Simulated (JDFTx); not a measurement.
```xyz
8
Lattice="6.3234 0.0000 0.0000 0.0000 0.0000 -6.3234 0.0000 6.3234 0.0000" Properties=species:S:1:pos:R:3 pbc="T T T"
Te    4.7425    1.5808   -4.7425
Te    1.5808    4.7425   -4.7425
Te    1.5808    1.5808   -1.5808
Te    4.7425    4.7425   -1.5808
Cd    3.1617    0.0000   -3.1617
Cd    0.0000    3.1617   -3.1617
Cd    0.0000    0.0000    0.0000
Cd    3.1617    3.1617    0.0000
```

Space group F-43m; computed pressure about 4 GPa in this cell.

Theory: Kohn-Sham DFT of a periodic cell, PBEsol, PseudoDojo-SR-PBEsol-0.4.1-standard (JDFTx 1.7.0 (patched build)).

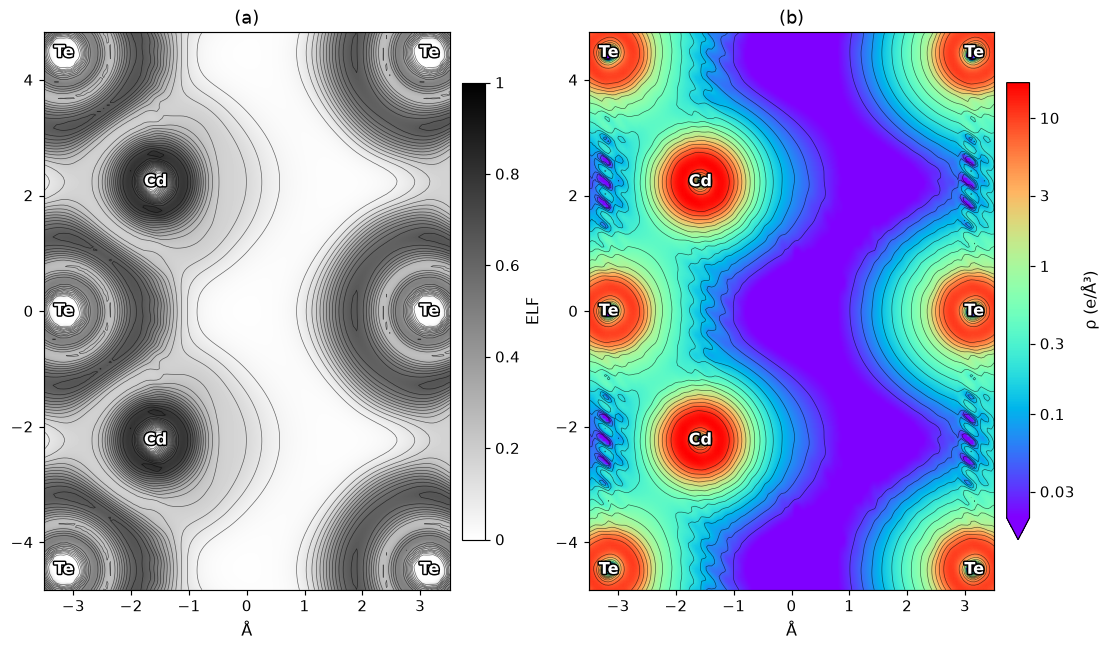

CdTe. (a) ELF; (b) valence pseudo-density on the (011) plane of the conventional cell.

Core electrons are replaced by pseudopotentials, and the valence fields are smoothed inside the atomic spheres.

**What do the fields say about this system?**

- The section cuts through Te and Cd sites.
- Cd–Te (2.74 Å): ρ at the midpoint is about 0.39 e/Å³; the ELF is about 0.50 at the midpoint.
- The density dies away to nearly zero in the voids.
- The features right at Cd lie inside the core regions, where the map follows smoothed inner orbitals and isn't to be read closely.
